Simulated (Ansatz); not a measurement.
**ZnSe: single-point calculation**

The run: single-point calculation of ZnSe (4 atoms in the cell). Method and program: DFT r2SCAN, scalar-relativistic, plane waves, PAW, no spin polarisation (Ansatz 0.2.0).

The structure derives from an entry of the Crystallography Open Database. It belongs to a series of runs on one base structure; here: the relaxed cell repeated 2 times. Figures and captions count atoms from 1; the log counts them from 0 in places.

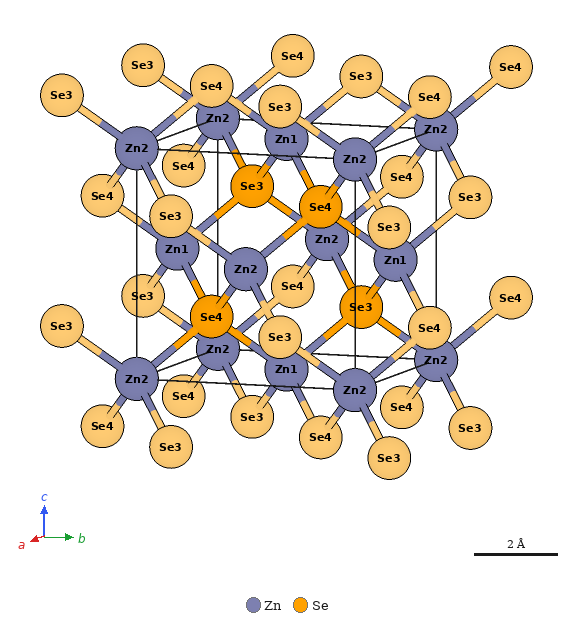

Figure 1. The input geometry (ball-and-stick view of the cell 2 times as large as that of the calculation, set on its symmetry axes, seen slightly off an axis; neighbours outside the cell are drawn fainter; atoms are numbered from 1 in the order of the input). An atom can appear more than once, as a periodic image. Near neighbours in the periodic cell (some may lie outside the picture): Zn has 4 Se at 2.45 Å; Se has 4 Zn at 2.45 Å.

### The input
```yaml
crystal:
  lattice:
    - [0.0, -2.8338, -2.8338]
    - [0.0, 2.8338, -2.8338]
    - [5.6676, 0.0, 0.0]
  atoms:
    - { symbol: Zn, position: [0.5, 0.5, 0.5] }
    - { symbol: Zn, position: [0.0, 0.0, 0.0] }
    - { symbol: Se, position: [0.0, 0.5, 0.25] }
    - { symbol: Se, position: [0.5, 0.0, 0.75] }
basis:
  ecutwfc: 500
kpoints:
  mp_grid: { grid: [8, 8, 6] }
hamiltonian:
  xc: r2scan
scf:
  occupations: { method: gaussian, width: 0.05 }
output:
  forces: true
  stress: true
  eigenvalues: true
  write_density: true
  write_potential: true
  elf: true
  volumetric_format: npy
```

Launch command:
```bash
ansatz run input.yaml --threads 2 --pin off --max-ram 5120MiB --backend cpu --events-out ev --progress --plain --runs-dir out
```

### What the program printed
```
Engine: ansatz 0.2.0, x86_64-unknown-linux-gnu
Pseudopotentials: kind: paw
Pseudopotential: Zn, paw, valence charge 12, recommended cutoff 500 eV (meta_gga), Zn.paw.azcp
Pseudopotential: Se, paw, valence charge 16, recommended cutoff 500 eV (meta_gga), Se.paw.azcp
Functional definition: r2SCAN
  parameter k0 = 0.174
  parameter k1 = 0.065
  parameter a1 = 4.9479
  exchange = r2scan_x(k0 = k0, k1 = k1, a1 = a1)
  correlation = r2scan_c
Crystal: 4 atoms, lattice volume = 91.026 Å³
Basis set: ecut = 500 eV, 2301 PW (Γ), exchange–correlation on 120×120×180 points (64 copies of the dense FFT grid, shifted against one another)
Bands: 34, of which v1, the nominal top of the filled ones, is band 28 counted from 1 (27 counted from 0)
Symmetry: 16 space group operations
Space group: F-43m (ITA 216), of the structure as read, at distance tolerance 4.5e-5 Å
k-points: 60 of 384 (time reversal used)
Non-local potential: Zn, projectors of the file, l = 0: 2, l = 1: 2, l = 2: 3, l = 3: 1
Non-local potential: Se, projectors of the file, l = 0: 2, l = 1: 2, l = 2: 3, l = 3: 1
PAW form: soft (Blöchl's): semilocal exchange-correlation on the pseudo side does not see the compensation charge
PAW frozen core: Zn, regenerated for the run's functional (the file was generated under x = pbe(κ = 0.804, μ = 0.2195149727645171), c = pbe(β = 0.06672455060314922))
PAW frozen core: Se, regenerated for the run's functional (the file was generated under x = pbe(κ = 0.804, μ = 0.2195149727645171), c = pbe(β = 0.06672455060314922))
PAW one-centre angular grid: Zn, 590 points (default); XC on 261 of its mesh's 2673 points in the sphere
PAW one-centre angular grid: Se, 590 points (default); XC on 160 Gauss nodes
Initial density: superposition of atomic densities (neutral atoms: chi_scale 0, normalization atom), corrected by the library's trained network
Initial wavefunctions: pseudopotential atomic-orbital guess
Functional: x = r2scan, c = r2scan; τ floored in thin density (d = 2e-4 eV/Å³)
SCF iter   1: F=—  HF=-17611.004818 eV  |F-HF|=—  |Δ(HF+E_count)|=         —  Δρ=1.40e-2  dr2=8.30e-2  dr2_τ=1.12e-2  ethr=1.77e-3  ⟨swp⟩=5.8  Hψ=8741  notcnv=0
preconditioner: auto → Resta (q_TF=auto, 2.516 Å⁻¹)  ε∞=4.8  [insulator: Δε(μ)=1.858 eV  Ē_g=11.938 eV  σ=0.050 eV  W_gap=1.00  n_scr=28 (ndim 8)  ℏωp=23.4 eV  f_vac=0.117  D(μ)=0.00/eV (n_scr^D=0)  ε∞_Penn≈4.8]
SCF iter   2: F=—  HF=-17611.000421 eV  |F-HF|=—  |Δ(HF+E_count)|=   4.40e-3  Δρ=1.93e-3  dr2=3.47e-3  dr2_τ=3.73e-4  ethr=1.48e-4  ⟨swp⟩=2.0  Hψ=3729  notcnv=0  defer=114
SCF iter   3: F=—  HF=-17610.998179 eV  |F-HF|=—  |Δ(HF+E_count)|=   2.24e-3  Δρ=2.99e-3  dr2=4.12e-3  dr2_τ=1.57e-5  ethr=6.19e-6  ⟨swp⟩=2.0  Hψ=3133  notcnv=0  defer=114
SCF iter   4: F=—  HF=-17610.997899 eV  |F-HF|=—  |Δ(HF+E_count)|=   2.80e-4  Δρ=9.70e-4  dr2=5.52e-4  dr2_τ=4.89e-6  ethr=6.19e-6  ⟨swp⟩=2.0  Hψ=3577  notcnv=0  defer=114
SCF iter   5: F=—  HF=-17610.997809 eV  |F-HF|=—  |Δ(HF+E_count)|=   8.99e-5  Δρ=1.94e-4  dr2=3.61e-5  dr2_τ=7.65e-7  ethr=9.87e-7  ⟨swp⟩=2.0  Hψ=3606  notcnv=0  defer=114
SCF iter   6: F=—  HF=-17610.997829 eV  |F-HF|=—  |Δ(HF+E_count)|=   1.96e-5  Δρ=8.76e-5  dr2=6.46e-6  dr2_τ=4.39e-8  ethr=6.44e-8  ⟨swp⟩=3.0  Hψ=3005  notcnv=0  defer=114
SCF iter   7: F=—  HF=-17610.997830 eV  |F-HF|=—  |Δ(HF+E_count)|=   1.03e-6  Δρ=1.15e-5  dr2=1.31e-7  dr2_τ=3.97e-9  ethr=1.15e-8  ⟨swp⟩=2.0  Hψ=3002  notcnv=0  defer=114
SCF iter   8: F=-17610.997830 eV  HF=-17610.997830 eV  |F-HF|=7.03e-9  |Δ(HF+E_count)|=   7.21e-8  Δρ=6.26e-6  dr2=3.06e-8  dr2_τ=2.39e-10  ethr=1.79e-10  ⟨swp⟩=11.2  Hψ=13586  notcnv=0
SCF 1 converged in 8 iterations: F = -17610.997830 eV  dr2 = 3.06e-8
  greatest PAW one-centre occupation: 1.000 electrons in one spin orbital (limit 2), on the Se atom at site 3 (counted from 0), in its partial waves of l = 2
```

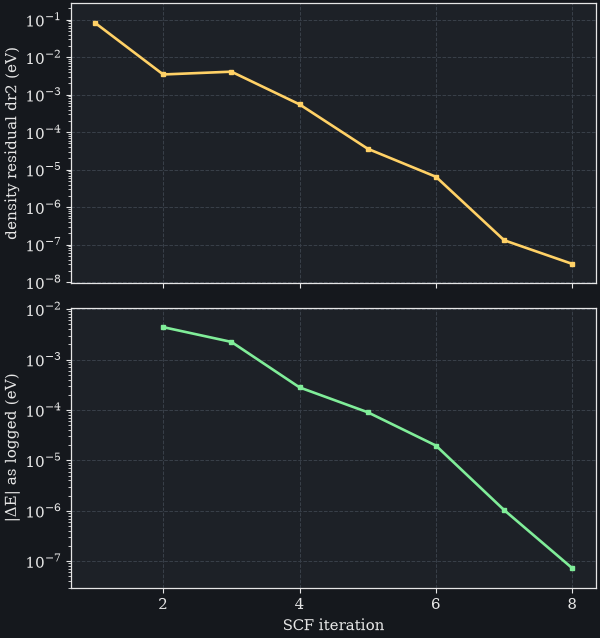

Figure 2. Convergence of the self-consistent field: density residual dr2 and size of the energy change against the SCF iteration. The residual falls almost steadily, with no more than small rises.

```
SCF converged after 8 iterations
Free energy (F): -17610.997830 eV
Harris-Foulkes:  -17610.997830 eV  (|F-HF|=7.03e-9)
Internal energy: -17610.997830 eV  (E = F + TS)
E sigma→0 (E₀):  -17610.997830 eV
Fermi energy:    7.398065 eV
--- Per-component energies (eV) ---
  E_band       = -799.480783
  E_kinetic    = 499.052351
  E_local      = -8795.732828  (includes V_loc(G=0)·N_el)
  E_nonlocal   = 45.904726
  E_hartree    = 4080.956972
  E_xc         = -444.420840
  E_vxc        = -318.513173  (∫ρ·V_xc dr)
  E_paw        = -7550.977278  (= ΣΔE_a)
  E_vpaw       = -408.264939  (= ΣTr[D̂ρ^β])
  E_aug_tail   = -0.000464  (compensation charges beyond the density's cutoff)
  E_vtau       = 16.152366  (kinetic-family band-sum trace: ∫τ·v_τ [+ j·A + Jᵃ·Aᵃ] dr)
  E_ewald      = -5441.885691
  E_core_change = -3.894778  (= ΣΔE_core)
  E_smearing   = -0.000000  (= −TS)
  E_closure    = -0.000000  (closes the sum)
  Σ components = -17610.997830   (vs F -17610.997830, Δ=0.00e0)
--- Forces (eV/Å), atoms counted from 1 ---
  atom   1  Zn    -0.00000000     0.00000000    -0.00000000
  atom   2  Zn    -0.00000000     0.00000000    -0.00000000
  atom   3  Se     0.00000000    -0.00000000     0.00000000
  atom   4  Se     0.00000000    -0.00000000     0.00000000
  max |Σ_I F_I| component: 3.12e-17 eV/Å
--- Stress (GPa, compression-positive) ---
       -0.079810       0.000000       0.000000
        0.000000      -0.075151      -0.000000
       -0.000000      -0.000000      -0.075151
  P = ⅓ Tr σ = -0.0767 GPa (-0.767 kbar)
--- Band table (eV; the first three rows and the last of 60) ---
  k-point 0: bands = ["-41.1080", "-41.1079", "-41.1079", "-41.1078", "-41.1075", "-41.1075", "-41.1020", "-41.1019", "-41.1019", "-41.1016", "-7.2456", "-6.1496", "-0.2257", "-0.2257", "-0.2257", "-0.1720", "0.0410", "0.0410", "0.1756", "0.1756", "0.2255", "0.3593", "1.6741", "4.2323", "4.2323", "6.4657", "6.4657", "6.4657", "8.3289", "9.8045", "10.3414", "12.7866", "12.7866", "12.7867"]
  k-point 1: bands = ["-41.1080", "-41.1079", "-41.1079", "-41.1078", "-41.1075", "-41.1075", "-41.1020", "-41.1019", "-41.1018", "-41.1016", "-7.1826", "-6.2362", "-0.2289", "-0.2116", "-0.2116", "-0.1803", "0.0183", "0.0183", "0.1703", "0.1790", "0.2221", "0.2761", "1.9794", "4.3526", "4.3526", "5.7763", "6.2619", "6.2619", "9.0799", "9.9279", "10.4806", "12.3887", "13.1054", "13.1054"]
  k-point 2: bands = ["-41.1080", "-41.1079", "-41.1078", "-41.1078", "-41.1076", "-41.1076", "-41.1020", "-41.1019", "-41.1018", "-41.1017", "-7.0043", "-6.4610", "-0.2335", "-0.2044", "-0.1708", "-0.1708", "-0.0393", "-0.0393", "0.1576", "0.1790", "0.1881", "0.2130", "2.6975", "4.6811", "4.6930", "4.6930", "5.7695", "5.7695", "10.2429", "10.2873", "10.8170", "11.6114", "13.9425", "13.9425"]
  k-point 59: bands = ["-41.1078", "-41.1078", "-41.1077", "-41.1077", "-41.1074", "-41.1074", "-41.1019", "-41.1019", "-41.1018", "-41.1018", "-6.1444", "-6.1444", "-0.0961", "-0.0961", "-0.0031", "-0.0031", "0.1420", "0.1420", "0.1420", "0.1420", "0.4795", "0.4795", "1.7541", "1.7541", "3.6456", "3.6456", "3.7609", "3.7609", "12.2993", "12.2993", "12.5398", "12.5398", "14.0578", "14.0578"]
```

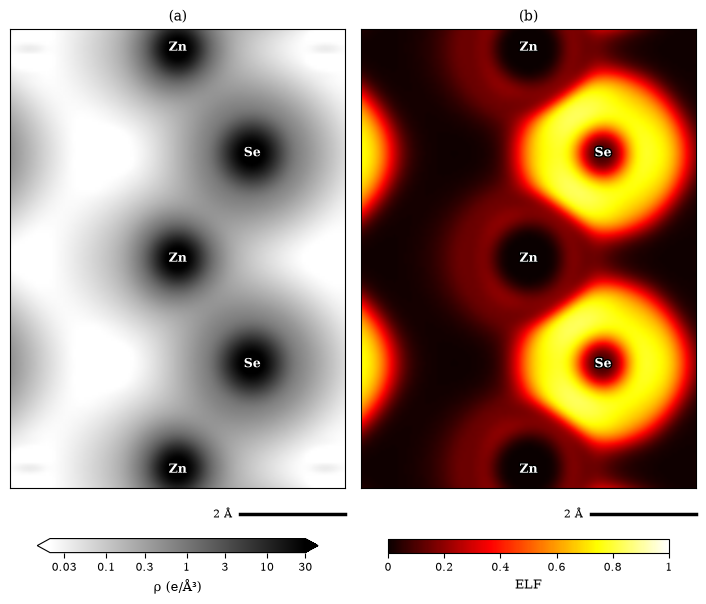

Figure 3. (a) valence charge density (pseudo); (b) electron localisation function on the (101) plane of the conventional cell. The section cuts through Zn and Se sites. Zn–Se (2.45 Å): the density is about 0.47 e/Å³ at the midpoint; the ELF is about 0.60 at the midpoint. Away from the nuclei the density in this plane falls to 0.004 e/Å³ at its lowest. The fields are those of the smooth PAW valence density.

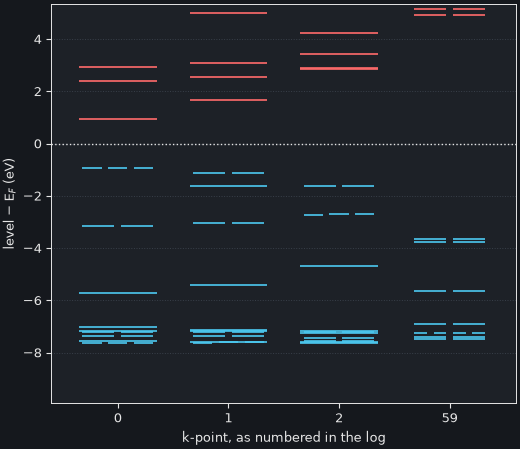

Figure 4. Kohn–Sham levels near the Fermi level (dotted) at the few k-points that the log prints; levels within 0.02 eV of each other stand side by side. Among these points the highest filled and lowest empty levels are 1.86 eV apart, which is the gap on the mesh.

### Summary

```tsv
quantity	value
outcome	converged
space group (tolerance 0.01 Å)	F-43m (216)
electrons treated	56
free energy	−17610.9978 eV
Fermi energy	7.398 eV
gap on the k-point mesh	1.86 eV
pressure	−0.08 GPa
largest force (length of the vector)	under 0.001 eV/Å
hardware	2 threads of Oxide Virtual Turin-like (Zen 5), 32 GiB of memory available, shared host
wall time	21 s (CPU time 40 s)
peak memory	0.62 GiB
```
